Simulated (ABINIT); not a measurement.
# Dielectric calculation of SrCl2 (part 2 of 2)

SrCl2 (Fm-3m, 3 atoms in the cell); Kohn-Sham DFT of a periodic cell, LDA, PseudoDojo NC SR LDA v0.4.1 standard, no spin polarisation (ABINIT 10.8.3); cutoff 707.5 eV, 2×2×2 k-mesh, fixed occupations. The structure derives from an entry of the Crystallography Open Database.

Geometry of the input (Å; fractional positions):
```
0.0000  3.4884  3.4884
3.4884  0.0000  3.4884
3.4884  3.4884  0.0000
Sr 0.0000  0.0000  0.0000
Cl 0.7500  0.7500  0.7500
Cl 0.2500  0.2500  0.2500
```

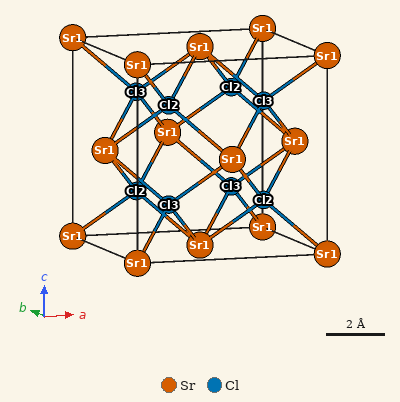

*The structure (ball-and-stick view of the cell 4 times as large as that of the calculation, set on its symmetry axes, seen slightly off an axis; atoms are numbered from 1 in the order of the input). An atom can appear more than once, as a periodic image.*

**What the program printed, continued**
```
--- !EnergyTerms
iteration_state     : {dtset: 1, }
comment             : Components of total free energy in Hartree
kinetic             :  2.02768563959131E+01
hartree             :  1.15996509695875E+01
xc                  : -1.72989925855031E+01
Ewald energy        : -4.69938438183553E+01
psp_core            :  1.25635663846771E+00
local_psp           : -4.59014372136720E+01
non_local_psp       :  9.71309024170339E+00
total_energy        : -6.73483193718588E+01
total_energy_eV     : -1.83264113144533E+03
band_energy         : -6.82840762933426E+00
...

 Cartesian components of stress tensor (hartree/bohr^3)
  sigma(1 1)=  1.17593610E-04  sigma(3 2)=  0.00000000E+00
  sigma(2 2)=  1.17593610E-04  sigma(3 1)=  0.00000000E+00
  sigma(3 3)=  1.17593610E-04  sigma(2 1)=  0.00000000E+00

-Cartesian components of stress tensor (GPa)         [Pressure= -3.4597E+00 GPa]
- sigma(1 1)=  3.45972344E+00  sigma(3 2)=  0.00000000E+00
- sigma(2 2)=  3.45972344E+00  sigma(3 1)=  0.00000000E+00
- sigma(3 3)=  3.45972344E+00  sigma(2 1)=  0.00000000E+00

================================================================================
== DATASET  2 ==================================================================

--- !DatasetInfo
iteration_state: {dtset: 2, }
dimensions: {natom: 3, nkpt: 16, mband: 12, nsppol: 1, nspinor: 1, nspden: 1, mpw: 3644, }
cutoff_energies: {ecut:  26.0, pawecutdg:  -1.0, }
electrons: {nelect:   2.40000000E+01, charge:   0.00000000E+00, occopt:   1.00000000E+00, tsmear:   1.00000000E-02, }
meta: {optdriver: 1, rfelfd: 2, }
...

 mkfilename : getwfk/=0, take file _WFK from output of DATASET   1.

 Exchange-correlation functional for the present dataset will be:
  LDA: Perdew-Wang 92 LSD fit to Ceperley-Alder data - ixc=7
  J.P.Perdew and Y.Wang, PRB 45, 13244 (1992)

 Real(R)+Recip(G) space primitive vectors, cartesian coordinates (Bohr,Bohr^-1):
 R(1)=  0.0000000  6.5920261  6.5920261  G(1)= -0.0758492  0.0758492  0.0758492
 R(2)=  6.5920261  0.0000000  6.5920261  G(2)=  0.0758492 -0.0758492  0.0758492
 R(3)=  6.5920261  6.5920261  0.0000000  G(3)=  0.0758492  0.0758492 -0.0758492
 Unit cell volume ucvol=  5.7291047E+02 bohr^3
 Angles (23,13,12)=  6.00000000E+01  6.00000000E+01  6.00000000E+01 degrees
 setup1 : take into account q-point for computing boxcut.

 getcut: wavevector=  0.0000  0.0000  0.0000  ngfft=  45  45  45
         ecut(hartree)=     26.000   => boxcut(ratio)=   2.05621
--------------------------------------------------------------------------------

 ==>  initialize data related to q vector <==

 The list of irreducible perturbations for this q vector is:
    1)    idir= 1    ipert=   4
    2)    idir= 2    ipert=   4
    3)    idir= 3    ipert=   4

================================================================================

--------------------------------------------------------------------------------
 Perturbation wavevector (in red.coord.)   0.000000  0.000000  0.000000
 Perturbation : derivative vs k along direction   1
 The set of symmetries contains only one element for this perturbation.
 symkpt : not enough symmetry to change the number of k points.

--------------------------------------------------------------------------------

--------------------------------------------------------------------------------

 Initialisation of the first-order wave-functions :
  ireadwf=   0

--- !BeginCycle
iteration_state: {dtset: 2, }
solver: {iscf: -3, nstep: 80, nline: 4, wfoptalg: 0, }
tolerances: {tolwfr: 1.00E-18, }
...

     iter   2DEtotal(Ha)        deltaE(Ha) residm    vres2
-ETOT  1  -15.489302128326     -1.549E+01 4.170E-02 0.000E+00
 ETOT  2  -15.516870195137     -2.757E-02 1.525E-04 0.000E+00
 ETOT  3  -15.516977286838     -1.071E-04 6.927E-07 0.000E+00
 ETOT  4  -15.516977853846     -5.670E-07 3.866E-09 0.000E+00
 ETOT  5  -15.516977857191     -3.345E-09 3.542E-11 0.000E+00
 ETOT  6  -15.516977857212     -2.115E-11 2.243E-13 0.000E+00
 ETOT  7  -15.516977857212     -1.190E-13 2.282E-15 0.000E+00
 ETOT  8  -15.516977857212      3.375E-14 1.417E-17 0.000E+00
 ETOT  9  -15.516977857212     -5.329E-14 9.163E-19 0.000E+00

 At SCF step    9   max residual=  9.16E-19 < tolwfr=  1.00E-18 =>converged.
================================================================================

 ----iterations are completed or convergence reached----

 Mean square residual over all n,k,spin=   50.857E-20; max=  91.627E-20
 dfpt_looppert : ek2=    3.2705771449E+01
          f-sum rule ratio=    9.9431426215E-01
 Expectation of eigenvalue derivatives (hartree) for nkpt=  16  k points:
  (in case of degenerate eigenvalues, averaged derivative)
 kpt#   1, nband= 12, wtk=  0.06250, kpt= -0.2500  0.5000  0.0000 (reduced coord)
  -0.00013    0.01022   -0.00056    0.00241   -0.02796    0.01223    0.12549    0.01618
   0.03063   -0.07134   -0.07573   -0.11518
 prteigrs : prtvol=0 or 1, do not print more k-points.

 2DEtotal=   -0.1551697786E+02 Ha. Also 2DEtotal=   -0.422238477843E+03 eV
    (  non-var. 2DEtotal :   -1.5516977855E+01 Ha)

--------------------------------------------------------------------------------
 Perturbation wavevector (in red.coord.)   0.000000  0.000000  0.000000
 Perturbation : derivative vs k along direction   2
 The set of symmetries contains only one element for this perturbation.
 symkpt : not enough symmetry to change the number of k points.

--------------------------------------------------------------------------------

--------------------------------------------------------------------------------

 Initialisation of the first-order wave-functions :
  ireadwf=   0

--- !BeginCycle
iteration_state: {dtset: 2, }
solver: {iscf: -3, nstep: 80, nline: 4, wfoptalg: 0, }
tolerances: {tolwfr: 1.00E-18, }
...

     iter   2DEtotal(Ha)        deltaE(Ha) residm    vres2
-ETOT  1  -15.489302128059     -1.549E+01 4.170E-02 0.000E+00
 ETOT  2  -15.516870194869     -2.757E-02 1.525E-04 0.000E+00
 ETOT  3  -15.516977286571     -1.071E-04 6.927E-07 0.000E+00
 ETOT  4  -15.516977853578     -5.670E-07 3.866E-09 0.000E+00
 ETOT  5  -15.516977856923     -3.345E-09 3.542E-11 0.000E+00
 ETOT  6  -15.516977856945     -2.113E-11 2.243E-13 0.000E+00
 ETOT  7  -15.516977856945     -9.237E-14 2.282E-15 0.000E+00
 ETOT  8  -15.516977856945     -1.599E-14 1.417E-17 0.000E+00
 ETOT  9  -15.516977856945     -1.599E-14 9.163E-19 0.000E+00

 At SCF step    9   max residual=  9.16E-19 < tolwfr=  1.00E-18 =>converged.
================================================================================

 ----iterations are completed or convergence reached----

 Mean square residual over all n,k,spin=   50.875E-20; max=  91.627E-20
 dfpt_looppert : ek2=    3.2705771449E+01
          f-sum rule ratio=    9.9431426214E-01
 Expectation of eigenvalue derivatives (hartree) for nkpt=  16  k points:
  (in case of degenerate eigenvalues, averaged derivative)
 kpt#   1, nband= 12, wtk=  0.06250, kpt= -0.2500  0.5000  0.0000 (reduced coord)
  -0.00013   -0.00575    0.01851   -0.00034    0.00240   -0.01727    0.02422   -0.00773
  -0.05791    0.09094    0.04635   -0.07548
 prteigrs : prtvol=0 or 1, do not print more k-points.

 2DEtotal=   -0.1551697786E+02 Ha. Also 2DEtotal=   -0.422238477836E+03 eV
    (  non-var. 2DEtotal :   -1.5516977855E+01 Ha)

--------------------------------------------------------------------------------
 Perturbation wavevector (in red.coord.)   0.000000  0.000000  0.000000
 Perturbation : derivative vs k along direction   3
 The set of symmetries contains only one element for this perturbation.
 symkpt : not enough symmetry to change the number of k points.

--------------------------------------------------------------------------------

--------------------------------------------------------------------------------

 Initialisation of the first-order wave-functions :
  ireadwf=   0

--- !BeginCycle
iteration_state: {dtset: 2, }
solver: {iscf: -3, nstep: 80, nline: 4, wfoptalg: 0, }
tolerances: {tolwfr: 1.00E-18, }
...

     iter   2DEtotal(Ha)        deltaE(Ha) residm    vres2
-ETOT  1  -15.489302127792     -1.549E+01 4.170E-02 0.000E+00
 ETOT  2  -15.516870194602     -2.757E-02 1.525E-04 0.000E+00
 ETOT  3  -15.516977286304     -1.071E-04 6.927E-07 0.000E+00
 ETOT  4  -15.516977853311     -5.670E-07 3.866E-09 0.000E+00
 ETOT  5  -15.516977856656     -3.345E-09 3.542E-11 0.000E+00
 ETOT  6  -15.516977856677     -2.109E-11 2.243E-13 0.000E+00
 ETOT  7  -15.516977856677     -1.563E-13 2.282E-15 0.000E+00
 ETOT  8  -15.516977856677      2.842E-14 1.417E-17 0.000E+00
 ETOT  9  -15.516977856677     -4.086E-14 9.163E-19 0.000E+00

 At SCF step    9   max residual=  9.16E-19 < tolwfr=  1.00E-18 =>converged.
================================================================================

 ----iterations are completed or convergence reached----

 Mean square residual over all n,k,spin=   50.858E-20; max=  91.627E-20
 dfpt_looppert : ek2=    3.2705771449E+01
          f-sum rule ratio=    9.9431426212E-01
 Expectation of eigenvalue derivatives (hartree) for nkpt=  16  k points:
  (in case of degenerate eigenvalues, averaged derivative)
 kpt#   1, nband= 12, wtk=  0.06250, kpt= -0.2500  0.5000  0.0000 (reduced coord)
   0.00013   -0.00223   -0.00898   -0.00103    0.01278    0.00252   -0.07486   -0.00422
   0.01364   -0.00980    0.01469    0.09533
 prteigrs : prtvol=0 or 1, do not print more k-points.

 2DEtotal=   -0.1551697786E+02 Ha. Also 2DEtotal=   -0.422238477828E+03 eV
    (  non-var. 2DEtotal :   -1.5516977855E+01 Ha)
================================================================================

 ---- first-order wavefunction calculations are completed ----

 Total localisation tensor (bohr^2) in cartesian coordinates
  WARNING : still subject to testing - especially symmetries.
      direction              matrix element
   alpha     beta       real part   imaginary part
     1        1       1.3320391295   -0.0000000000
     1        2       0.6660195647   -0.0000000000
     1        3       0.6660195648   -0.0000000000
     2        1       0.6660195647   -0.0000000000
     2        2       1.3320391295   -0.0000000000
     2        3       0.6660195648   -0.0000000000
     3        1       0.6660195648   -0.0000000000
     3        2       0.6660195648   -0.0000000000
     3        3       1.3320391295   -0.0000000000

 respfn : d/dk was computed, but no 2DTE, so no DDB output.

================================================================================
== DATASET  3 ==================================================================

--- !DatasetInfo
iteration_state: {dtset: 3, }
dimensions: {natom: 3, nkpt: 16, mband: 12, nsppol: 1, nspinor: 1, nspden: 1, mpw: 3644, }
cutoff_energies: {ecut:  26.0, pawecutdg:  -1.0, }
electrons: {nelect:   2.40000000E+01, charge:   0.00000000E+00, occopt:   1.00000000E+00, tsmear:   1.00000000E-02, }
meta: {optdriver: 1, rfelfd: 3, }
...

 mkfilename : getwfk/=0, take file _WFK from output of DATASET   1.

 mkfilename : getddk/=0, take file _1WF from output of DATASET   2.

 Exchange-correlation functional for the present dataset will be:
  LDA: Perdew-Wang 92 LSD fit to Ceperley-Alder data - ixc=7
  J.P.Perdew and Y.Wang, PRB 45, 13244 (1992)

 Real(R)+Recip(G) space primitive vectors, cartesian coordinates (Bohr,Bohr^-1):
 R(1)=  0.0000000  6.5920261  6.5920261  G(1)= -0.0758492  0.0758492  0.0758492
 R(2)=  6.5920261  0.0000000  6.5920261  G(2)=  0.0758492 -0.0758492  0.0758492
 R(3)=  6.5920261  6.5920261  0.0000000  G(3)=  0.0758492  0.0758492 -0.0758492
 Unit cell volume ucvol=  5.7291047E+02 bohr^3
 Angles (23,13,12)=  6.00000000E+01  6.00000000E+01  6.00000000E+01 degrees
 setup1 : take into account q-point for computing boxcut.

 getcut: wavevector=  0.0000  0.0000  0.0000  ngfft=  45  45  45
         ecut(hartree)=     26.000   => boxcut(ratio)=   2.05621
--------------------------------------------------------------------------------

 ==>  initialize data related to q vector <==

 The list of irreducible perturbations for this q vector is:
    1)    idir= 1    ipert=   5

================================================================================

 The perturbation idir=   2  ipert=   5 is
 symmetric of a previously calculated perturbation.
 So, its SCF calculation is not needed.

 The perturbation idir=   3  ipert=   5 is
 symmetric of a previously calculated perturbation.
 So, its SCF calculation is not needed.

--------------------------------------------------------------------------------
 Perturbation wavevector (in red.coord.)   0.000000  0.000000  0.000000
 Perturbation : homogeneous electric field along direction   1
 The set of symmetries contains only one element for this perturbation.
 symkpt : not enough symmetry to change the number of k points.

--------------------------------------------------------------------------------

--------------------------------------------------------------------------------

 Initialisation of the first-order wave-functions :
  ireadwf=   0

--- !BeginCycle
iteration_state: {dtset: 3, }
solver: {iscf: 7, nstep: 80, nline: 4, wfoptalg: 0, }
tolerances: {tolvrs: 1.00E-09, }
...

     iter   2DEtotal(Ha)        deltaE(Ha) residm    vres2
-ETOT  1  -50.313509969089     -5.031E+01 3.051E-01 2.299E+04
 ETOT  2  -58.315972763282     -8.002E+00 3.118E-02 2.259E+03
 ETOT  3  -59.750205085798     -1.434E+00 3.872E-03 8.321E+01
 ETOT  4  -59.775860653345     -2.566E-02 6.451E-05 3.497E+00
 ETOT  5  -59.776375745077     -5.151E-04 3.872E-07 1.823E-01
 ETOT  6  -59.776430945339     -5.520E-05 4.642E-08 3.107E-03
 ETOT  7  -59.776431383070     -4.377E-07 1.094E-09 3.675E-04
 ETOT  8  -59.776431496621     -1.136E-07 1.033E-10 7.536E-06
 ETOT  9  -59.776431499296     -2.676E-09 5.630E-12 2.527E-08
 ETOT 10  -59.776431499304     -7.454E-12 8.817E-15 1.667E-09
 ETOT 11  -59.776431499305     -7.461E-13 1.079E-15 2.593E-12

 At SCF step   11       vres2   =  2.59E-12 < tolvrs=  1.00E-09 =>converged.
-open ddk wf file :runo_DS2_1WF10
-open ddk wf file :runo_DS2_1WF11
-open ddk wf file :runo_DS2_1WF12
================================================================================

 ----iterations are completed or convergence reached----

 Mean square residual over all n,k,spin=   31.760E-17; max=  10.794E-16

 2DEtotal=   -0.5977643150E+02 Ha. Also 2DEtotal=   -0.162659956593E+04 eV
    (  non-var. 2DEtotal :   -5.9776431541E+01 Ha)
================================================================================

 ---- first-order wavefunction calculations are completed ----

 ==> Compute Derivative Database <==
 The violation of the charge neutrality conditions
 by the effective charges is as follows :
    atom        electric field
 displacement     direction
       1               1        0.136458        0.000000
       1               2        0.000000        0.000000
       1               3       -0.000000        0.000000
       2               1        0.000000        0.000000
       2               2        0.136458        0.000000
       2               3        0.000000        0.000000
       3               1       -0.000000        0.000000
       3               2       -0.000000        0.000000
       3               3        0.136458        0.000000

 Effective charge tensors after
 imposition of the charge neutrality (if requested by user),
 and eventual restriction to some part :
   atom    displacement
         1         1    2.429463E+00   -9.705382E-17    7.273093E-17
         1         2   -9.705382E-17    2.429463E+00   -9.245554E-17
         1         3    9.705382E-17    9.705382E-17    2.429463E+00
         2         1   -1.214732E+00    4.852688E-17    2.389950E-16
         2         2    4.852688E-17   -1.214732E+00   -2.173529E-16
         2         3   -4.852688E-17   -4.852688E-17   -1.214732E+00
         3         1   -1.214732E+00    4.852688E-17   -3.117259E-16
         3         2    4.852688E-17   -1.214732E+00    3.098084E-16
         3         3   -4.852688E-17   -4.852688E-17   -1.214732E+00
 Now, the imaginary part of the dynamical matrix is zeroed

  Dielectric tensor, in cartesian coordinates,
     j1       j2             matrix element
  dir pert dir pert     real part    imaginary part

   1    5   1    5         2.9242873895        -0.0000000000

   2    5   2    5         2.9242873895        -0.0000000000

   3    5   3    5         2.9242873895        -0.0000000000

  Effective charges, in cartesian coordinates,
  (from electric field response)
   if specified in the inputs, charge neutrality has been imposed
     j1       j2             matrix element
  dir pert dir pert     real part    imaginary part

   1    1   1    5         2.4294634523         0.0000000000
   1    2   1    5        -1.2147317282         0.0000000000
   1    3   1    5        -1.2147317282         0.0000000000

   2    1   2    5         2.4294634523         0.0000000000
   2    2   2    5        -1.2147317282         0.0000000000
   2    3   2    5        -1.2147317282         0.0000000000

   3    1   3    5         2.4294634523         0.0000000000
   3    2   3    5        -1.2147317282         0.0000000000
   3    3   3    5        -1.2147317282         0.0000000000

== END DATASET(S) ==============================================================
================================================================================

 -outvars: echo values of variables after computation  --------
            acell      1.0000000000E+00  1.0000000000E+00  1.0000000000E+00 Bohr
           etotal1    -6.7348319372E+01
           etotal2    -1.5516977857E+01
           etotal3    -5.9776431499E+01
            fcart1    -0.0000000000E+00 -0.0000000000E+00 -0.0000000000E+00
                      -0.0000000000E+00 -0.0000000000E+00 -0.0000000000E+00
                      -0.0000000000E+00 -0.0000000000E+00 -0.0000000000E+00
            fcart3     0.0000000000E+00  0.0000000000E+00  0.0000000000E+00
                       0.0000000000E+00  0.0000000000E+00  0.0000000000E+00
                       0.0000000000E+00  0.0000000000E+00  0.0000000000E+00
            rprim      0.0000000000E+00  6.5920261268E+00  6.5920261268E+00
                       6.5920261268E+00  0.0000000000E+00  6.5920261268E+00
                       6.5920261268E+00  6.5920261268E+00  0.0000000000E+00
           strten1     1.1759360952E-04  1.1759360952E-04  1.1759360952E-04
                       0.0000000000E+00  0.0000000000E+00  0.0000000000E+00
           strten3     0.0000000000E+00  0.0000000000E+00  0.0000000000E+00
                       0.0000000000E+00  0.0000000000E+00  0.0000000000E+00
           xangst      0.0000000000E+00  0.0000000000E+00  0.0000000000E+00
                       5.2325249964E+00  5.2325249964E+00  5.2325249964E+00
                       1.7441749988E+00  1.7441749988E+00  1.7441749988E+00
             xred      0.0000000000E+00  0.0000000000E+00  0.0000000000E+00
                       7.5000000000E-01  7.5000000000E-01  7.5000000000E-01
                       2.5000000000E-01  2.5000000000E-01  2.5000000000E-01
 Calculation completed.
```
